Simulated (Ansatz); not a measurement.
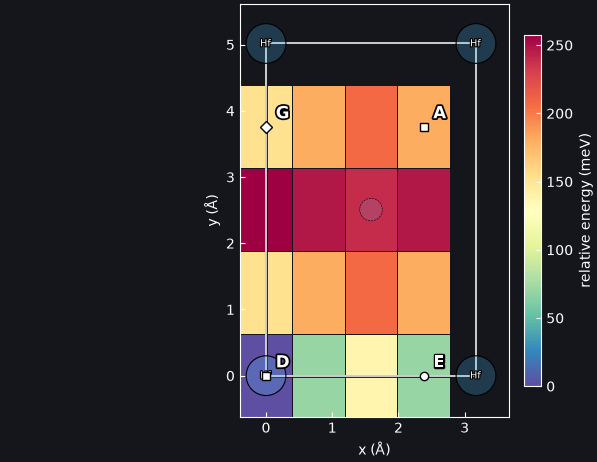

N₂ on a Hf(100) slab cut from the P6_3/mmc phase, its upper half relaxed before the scan (8 atoms of substrate and one adsorbate in a 2 × 1 cell). N2 is moved over the surface cell at a fixed height above a rigid substrate; the origin of the map has the adsorbate above Hf7; the height is held at 3.00 Å. Places are given modulo a cell vector. The map is drawn in real space over the plane of the surface. The grid has 4 × 4 points; 9 points were computed and 7 follow by symmetry. Places are given in fractions of the 1 × 1 surface cell. Energies: meV, counted from the lowest grid point. At a fixed height the lowest place need not be the adsorption site. Computed with Ansatz, DFT PBE+D3(BJ), scalar-relativistic, plane waves, PAW. Settings: cutoff 420 eV, k-mesh 4×6×1, gaussian smearing 0.1 eV, no spin polarisation.

The picture shows one coloured cell a grid point, labelled circles for the atoms of the top layer and small ones for the second layer, the outline of one cell of the plane, lettered points.

### Is G the lowest point of the computed grid?

No. G lies 152 meV above the lowest grid point, which is at the top site over a surface Hf atom, (0/4, 0/4) of the cell vectors.

### Rank the lettered points by energy, lowest first.

D (0 meV), E (70 meV), G (152 meV), A (181 meV).
